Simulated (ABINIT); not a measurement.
**Run report: AlRu, geometry relaxation**

The run: geometry relaxation of AlRu (P4/mmm, 2 atoms in the cell). Method and program: Kohn-Sham DFT of a periodic cell, PBE, JTH PAW PBE v2.0, no spin polarisation (ABINIT 10.8.3).

The structure derives from an entry of the Crystallography Open Database. The geometry was changed: biaxial strain of -4 %.

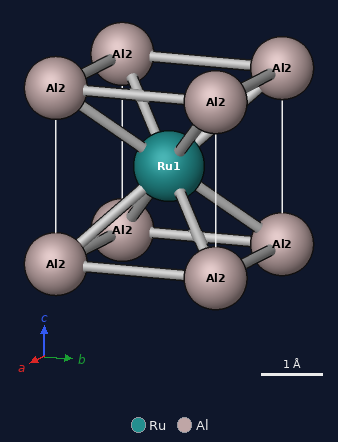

**Figure 1.** The starting structure (ball-and-stick view of the cell of the calculation, seen slightly off an axis; atoms are numbered from 1 in the order of the input). An atom can appear more than once, as a periodic image.

**The input**
```
# Pseudopotentials
pp_dirpath "./"
pseudos "Ru.GGA_PBE-JTH.xml, Al.GGA_PBE-JTH.xml"

# Structure
acell 3*1.0 Angstrom
rprim
     2.8719360000     0.0000000000     0.0000000000
     0.0000000000     2.8719360000     0.0000000000
     0.0000000000     0.0000000000     2.9916000000
ntypat 2
znucl 44 13
natom 2
typat 1 2
xcart
     1.4359680000     1.4359680000     1.4958000000
     0.0000000000     0.0000000000     0.0000000000 Angstrom
chkprim 0
chksymtnons 0
tolsym 1.0e-6

# Plane-wave basis
ecut 15.0
pawecutdg 30.0
pawxcdev 0

# k points
kptopt 1
ngkpt 7 7 7
nshiftk 1
shiftk 0.0 0.0 0.0

# Exchange and correlation
ixc 11

# Bands and occupations
nband 14
occopt 3
tsmear 0.05 eV

# SCF cycle
nstep 100
tolvrs 1.0e-9

# Output
iomode 3
prtwf 0
prtden 0
prteig 0
prtebands 0

# Relaxation
ionmov 3
ntime 60
tolmxf 0.0001
```

Machine: 1 thread of Arm Neoverse V2, 24 GiB of memory available, shared host.

Command:
```bash
abinit run.abi > log 2>&1
```

**What the program printed**
```
.Version 10.8.3 of ABINIT
 Symmetries : space group P4/m m m (#123); Bravais tP (primitive tetrag.)
================================================================================
 Values of the parameters that define the memory need of the present run
     intxc =       0    ionmov =       3      iscf =      17    lmnmax =      18
     lnmax =       6     mgfft =      20  mpssoang =       3    mqgrid =    3001
     natom =       2  nloc_mem =       2    nspden =       1   nspinor =       1
    nsppol =       1      nsym =      16    n1xccc =       1    ntypat =       2
    occopt =       3   xclevel =       2
       mpw =         470          nfft =        8000          nkpt =          40
 PAW method is used; the additional fine FFT grid is defined by:
   mgfftf=        30    nfftf =     27000
================================================================================
================================================================================

--------------------------------------------------------------------------------
------------- Echo of variables that govern the present computation ------------
--------------------------------------------------------------------------------
 -outvars: echo values of preprocessed input variables --------
            acell      1.8897261259E+00  1.8897261259E+00  1.8897261259E+00 Bohr
              amu      1.01070000E+02  2.69815390E+01
          chkprim           0
      chksymtnons           0
             ecut      1.50000000E+01 Hartree
           ionmov           3
              ixc          11
         kptrlatt        7    0    0      0    7    0      0    0    7
          kptrlen      3.79902074E+01
            natom           2
            nband          14
            ngfft          20      20      20
          ngfftdg          30      30      30
             nkpt          40
            nstep         100
             nsym          16
            ntime          60
           ntypat           2
           occopt           3
        pawecutdg      3.00000000E+01 Hartree
         pawxcdev           0
           prtden           0
        prtebands           0
           prteig           0
            prtwf           0
            rprim      2.8719360000E+00  0.0000000000E+00  0.0000000000E+00
                       0.0000000000E+00  2.8719360000E+00  0.0000000000E+00
                       0.0000000000E+00  0.0000000000E+00  2.9916000000E+00
          spgroup         123
           tolmxf      1.00000000E-04
           tolsym      1.00000000E-06
           tolvrs      1.00000000E-09
           tsmear      1.83746611E-03 Hartree
            typat      1  2
           useylm           1
           xangst      1.4359680000E+00  1.4359680000E+00  1.4958000000E+00
                       0.0000000000E+00  0.0000000000E+00  0.0000000000E+00
            xcart      2.7135862456E+00  2.7135862456E+00  2.8266523391E+00
                       0.0000000000E+00  0.0000000000E+00  0.0000000000E+00
             xred      5.0000000000E-01  5.0000000000E-01  5.0000000000E-01
                       0.0000000000E+00  0.0000000000E+00  0.0000000000E+00
            znucl       44.00000   13.00000

================================================================================

 chkinp: Checking input parameters for consistency.

================================================================================
== DATASET  1 ==================================================================

--- !DatasetInfo
iteration_state: {dtset: 1, }
dimensions: {natom: 2, nkpt: 40, mband: 14, nsppol: 1, nspinor: 1, nspden: 1, mpw: 470, }
cutoff_energies: {ecut:  15.0, pawecutdg:  30.0, }
electrons: {nelect:   1.90000000E+01, charge:   0.00000000E+00, occopt:   3.00000000E+00, tsmear:   1.83746611E-03, }
meta: {optdriver: 0, ionmov: 3, optcell: 0, iscf: 17, paral_kgb: 0, }
...

 Exchange-correlation functional for the present dataset will be:
  GGA: Perdew-Burke-Ernzerhof functional - ixc=11
  J.P.Perdew, K.Burke, M.Ernzerhof, PRL 77, 3865 (1996)

 Real(R)+Recip(G) space primitive vectors, cartesian coordinates (Bohr,Bohr^-1):
 R(1)=  5.4271725  0.0000000  0.0000000  G(1)=  0.1842580  0.0000000  0.0000000
 R(2)=  0.0000000  5.4271725  0.0000000  G(2)=  0.0000000  0.1842580  0.0000000
 R(3)=  0.0000000  0.0000000  5.6533047  G(3)=  0.0000000  0.0000000  0.1768877
 Unit cell volume ucvol=  1.6651357E+02 bohr^3
 Angles (23,13,12)=  9.00000000E+01  9.00000000E+01  9.00000000E+01 degrees

 Coarse grid specifications (used for wave-functions):

 getcut: wavevector=  0.0000  0.0000  0.0000  ngfft=  20  20  20
         ecut(hartree)=     15.000   => boxcut(ratio)=   2.02916

 Fine grid specifications (used for densities):

 getcut: wavevector=  0.0000  0.0000  0.0000  ngfft=  30  30  30
         ecut(hartree)=     30.000   => boxcut(ratio)=   2.15225

--- Pseudopotential description ------------------------------------------------
- pspini: atom type   1  psp file is ./Ru.GGA_PBE-JTH.xml
 Pseudopotential format is: paw10
 basis_size (lnmax)=  6 (lmn_size= 18), orbitals=   0   0   1   1   2   2
 Spheres core radius: rc_sph= 2.21046734
 Shapefunction is SIN type: shapef(r)=[sin(pi*r/rshp)/(pi*r/rshp)]**2
 Radius for shape functions =  2.00219127
 Compensation charge density is not taken into account in XC energy/potential

- pspini: atom type   2  psp file is ./Al.GGA_PBE-JTH.xml
 Pseudopotential format is: paw10
 basis_size (lnmax)=  4 (lmn_size=  8), orbitals=   0   0   1   1
 Spheres core radius: rc_sph= 1.90363307
 Shapefunction is SIN type: shapef(r)=[sin(pi*r/rshp)/(pi*r/rshp)]**2
 Radius for shape functions =  1.60786206
 Compensation charge density is not taken into account in XC energy/potential

   5.41631647E+02                                ecore*ucvol(ha*bohr**3)
--------------------------------------------------------------------------------

================================================================================

=== [ionmov= 3] Broyden-Fletcher-Goldfarb-Shanno method (forces,Tot energy)
================================================================================

--- Iteration: ( 1/60) Internal Cycle: (1/1)
--------------------------------------------------------------------------------

---SELF-CONSISTENT-FIELD CONVERGENCE--------------------------------------------

--- !BeginCycle
iteration_state: {dtset: 1, itime: 1, icycle: 1, }
solver: {iscf: 17, nstep: 100, nline: 4, wfoptalg: 10, }
tolerances: {tolvrs: 1.00E-09, }
...

     iter   Etot(hartree)      deltaE(h)  residm     nres2
 ETOT  1  -97.176784877924    -9.718E+01 1.867E+00 5.290E+00
 ETOT  2  -97.846310124072    -6.695E-01 9.441E-02 1.340E+00
 ETOT  3  -97.839594828571     6.715E-03 3.131E-02 2.650E-01
 ETOT  4  -97.838865762195     7.291E-04 5.341E-03 2.627E-02
 ETOT  5  -97.838708831353     1.569E-04 2.162E-03 1.165E-03
 ETOT  6  -97.838704802063     4.029E-06 1.342E-03 1.019E-04
 ETOT  7  -97.838704675951     1.261E-07 2.774E-03 4.869E-06
 ETOT  8  -97.838704664431     1.152E-08 1.192E-03 2.340E-08
 ETOT  9  -97.838704664750    -3.194E-10 1.815E-03 3.267E-09
 ETOT 10  -97.838704664742     7.830E-12 7.926E-04 4.641E-10

 At SCF step   10       nres2   =  4.64E-10 < tolvrs=  1.00E-09 =>converged.

 Cartesian components of stress tensor (hartree/bohr^3)
  sigma(1 1)= -8.98128691E-04  sigma(3 2)=  0.00000000E+00
  sigma(2 2)= -8.98128691E-04  sigma(3 1)=  0.00000000E+00
  sigma(3 3)= -6.28223749E-04  sigma(2 1)=  0.00000000E+00

--- !ResultsGS
iteration_state: {dtset: 1, itime: 1, icycle: 1, }
comment   : Summary of ground state results
lattice_vectors:
- [  5.4271725,   0.0000000,   0.0000000, ]
- [  0.0000000,   5.4271725,   0.0000000, ]
- [  0.0000000,   0.0000000,   5.6533047, ]
lattice_lengths: [   5.42717,    5.42717,    5.65330, ]
lattice_angles: [ 90.000,  90.000,  90.000, ] # degrees, (23, 13, 12)
lattice_volume:   1.6651357E+02
convergence: {deltae:  7.830E-12, res2:  4.641E-10, residm:  7.926E-04, diffor: null, }
etotal    :  -9.78387047E+01
entropy   :   0.00000000E+00
fermie    :   4.92350166E-01
cartesian_stress_tensor: # hartree/bohr^3
- [ -8.98128691E-04,   0.00000000E+00,   0.00000000E+00, ]
- [  0.00000000E+00,  -8.98128691E-04,   0.00000000E+00, ]
- [  0.00000000E+00,   0.00000000E+00,  -6.28223749E-04, ]
pressure_GPa:   2.3777E+01
xred      :
- [  5.0000E-01,   5.0000E-01,   5.0000E-01, Ru]
- [  0.0000E+00,   0.0000E+00,   0.0000E+00, Al]
cartesian_forces: # hartree/bohr
- [ -0.00000000E+00,  -0.00000000E+00,  -0.00000000E+00, ]
- [ -0.00000000E+00,  -0.00000000E+00,  -0.00000000E+00, ]
force_length_stats: {min:   0.00000000E+00, max:   0.00000000E+00, mean:   0.00000000E+00, }
...

 Integrated electronic density in atomic spheres:
 ------------------------------------------------
 Atom  Sphere_radius  Integrated_density
    1        2.21047         13.91252114
    2        1.90363          0.89139652

---OUTPUT-----------------------------------------------------------------------

 Cartesian coordinates (xcart) [bohr]
  2.71358624556755E+00  2.71358624556755E+00  2.82665233913286E+00
  0.00000000000000E+00  0.00000000000000E+00  0.00000000000000E+00
 Reduced coordinates (xred)
  5.00000000000000E-01  5.00000000000000E-01  5.00000000000000E-01
  0.00000000000000E+00  0.00000000000000E+00  0.00000000000000E+00
 Cartesian forces (fcart) [Ha/bohr]; max,rms= 0.00000E+00 0.00000E+00 (free atoms)
 -0.00000000000000E+00 -0.00000000000000E+00 -0.00000000000000E+00
 -0.00000000000000E+00 -0.00000000000000E+00 -0.00000000000000E+00
 Gradient of E wrt nuclear positions in reduced coordinates (gred)
  0.00000000000000E+00  0.00000000000000E+00  0.00000000000000E+00
  0.00000000000000E+00  0.00000000000000E+00  0.00000000000000E+00
 Total energy (etotal) [Ha]= -9.78387046647424E+01

 At Broyd/MD step   1, gradients are converged :
  max grad (force/stress) = 0.0000E+00 < tolmxf= 1.0000E-04 ha/bohr (free atoms)

================================================================================

 ----iterations are completed or convergence reached----

 Mean square residual over all n,k,spin=   41.362E-07; max=  79.263E-05
 reduced coordinates (array xred) for    2 atoms
       0.500000000000      0.500000000000      0.500000000000
       0.000000000000      0.000000000000      0.000000000000
 rms dE/dt=  0.0000E+00; max dE/dt=  0.0000E+00; dE/dt below (all hartree)
    1       0.000000000000      0.000000000000      0.000000000000
    2       0.000000000000      0.000000000000      0.000000000000

 cartesian coordinates (angstrom) at end:
    1      1.43596800000000     1.43596800000000     1.49580000000000
    2      0.00000000000000     0.00000000000000     0.00000000000000

 cartesian forces (hartree/bohr) at end:
    1     -0.00000000000000    -0.00000000000000    -0.00000000000000
    2     -0.00000000000000    -0.00000000000000    -0.00000000000000
 frms,max,avg= 0.0000000E+00 0.0000000E+00   0.000E+00  0.000E+00  0.000E+00 h/b

 cartesian forces (eV/Angstrom) at end:
    1     -0.00000000000000    -0.00000000000000    -0.00000000000000
    2     -0.00000000000000    -0.00000000000000    -0.00000000000000
 frms,max,avg= 0.0000000E+00 0.0000000E+00   0.000E+00  0.000E+00  0.000E+00 e/A
 length scales=  1.889726125908  1.889726125908  1.889726125908 bohr
              =  1.000000000000  1.000000000000  1.000000000000 angstroms
 Fermi (or HOMO) energy (hartree) =   0.49235   Average Vxc (hartree)=  -0.45237
 Eigenvalues (hartree) for nkpt=  40  k points:
 kpt#   1, nband= 14, wtk=  0.00292, kpt=  0.0000  0.0000  0.0000 (reduced coord)
  -2.14989   -1.04682   -1.04485   -1.04485    0.11647    0.34087    0.34182    0.49492
   0.49492    0.50501    0.69819    0.74574    0.74574    0.90684
      occupation numbers for kpt#   1
   2.00000    2.00000    2.00000    2.00000    2.00000    2.00000    2.00000    0.39601
   0.39601    0.00204    0.00000    0.00000    0.00000    0.00000
 prteigrs : prtvol=0 or 1, do not print more k-points.

--- !EnergyTerms
iteration_state     : {dtset: 1, itime: 1, icycle: 1, }
comment             : Components of total free energy in Hartree
kinetic             :  1.28166152423013E+01
hartree             :  2.14071600034493E+01
xc                  : -5.11092683154441E+00
Ewald energy        : -7.53054560697392E+01
psp_core            :  3.25277774758687E+00
local_psp           : -6.20833272687016E+01
PAW spherical_terms :  7.18496182052560E+00
internal            : -9.78381953561221E+01
'-kT*entropy'       : -5.26084557158458E-04
total_energy        : -9.78387214406793E+01
total_energy_eV     : -2.66232723893527E+03
...

--- !EnergyTermsDC
iteration_state     : {dtset: 1, itime: 1, icycle: 1, }
comment             : '"Double-counting" decomposition of free energy'
band_energy         : -6.45889581376918E+00
Ewald energy        : -7.53054560697392E+01
psp_core            :  3.25277774758687E+00
xc_dc               : -2.01448384680595E+01
PAW spherical_terms :  8.18234023795771E-01
internal            : -9.78381785801852E+01
'-kT*entropy'       : -5.26084557158458E-04
total_energy_dc     : -9.78387046647424E+01
total_energy_dc_eV  : -2.66232678243877E+03
...

--- !EnergyTermsWithPAWCore
iteration_state     : {dtset: 1, itime: 1, icycle: 1, }
comment             : 'Components of total free energy, including PAW core contributions'
Total energy        : -4.77395352089120E+03
Total energy DC     : -4.77395350411526E+03
Total energy (eV)   : -1.29905893177331E+05
Total energy DC (eV): -1.29905892720835E+05
...

 Cartesian components of stress tensor (hartree/bohr^3)
  sigma(1 1)= -8.98128691E-04  sigma(3 2)=  0.00000000E+00
  sigma(2 2)= -8.98128691E-04  sigma(3 1)=  0.00000000E+00
  sigma(3 3)= -6.28223749E-04  sigma(2 1)=  0.00000000E+00

-Cartesian components of stress tensor (GPa)         [Pressure=  2.3777E+01 GPa]
- sigma(1 1)= -2.64238584E+01  sigma(3 2)=  0.00000000E+00
- sigma(2 2)= -2.64238584E+01  sigma(3 1)=  0.00000000E+00
- sigma(3 3)= -1.84829808E+01  sigma(2 1)=  0.00000000E+00

== END DATASET(S) ==============================================================
================================================================================

 -outvars: echo values of variables after computation  --------
            acell      1.8897261259E+00  1.8897261259E+00  1.8897261259E+00 Bohr
           etotal     -9.7838704665E+01
            fcart     -0.0000000000E+00 -0.0000000000E+00 -0.0000000000E+00
                      -0.0000000000E+00 -0.0000000000E+00 -0.0000000000E+00
            rprim      2.8719360000E+00  0.0000000000E+00  0.0000000000E+00
                       0.0000000000E+00  2.8719360000E+00  0.0000000000E+00
                       0.0000000000E+00  0.0000000000E+00  2.9916000000E+00
           strten     -8.9812869087E-04 -8.9812869087E-04 -6.2822374898E-04
                       0.0000000000E+00  0.0000000000E+00  0.0000000000E+00
           xangst      1.4359680000E+00  1.4359680000E+00  1.4958000000E+00
                       0.0000000000E+00  0.0000000000E+00  0.0000000000E+00
             xred      5.0000000000E-01  5.0000000000E-01  5.0000000000E-01
                       0.0000000000E+00  0.0000000000E+00  0.0000000000E+00
 Calculation completed.
```

**Results in brief**

- outcome: converged
- space group (tolerance 0.01 Å): P4/mmm (123)
- electrons treated: 19
- free energy: −2662.3268 eV
- Fermi energy: 13.398 eV
- gap on the k-point mesh: none (metallic)
- pressure: 23.78 GPa
- final volume: 24.67 Å³
- largest force (length of the vector): under 0.001 eV/Å
- wall time: 7.2 s
- peak memory: 0.09 GiB

**Remarks**

The cell is under a pressure of 24 GPa at this level, so it is not at its equilibrium volume.
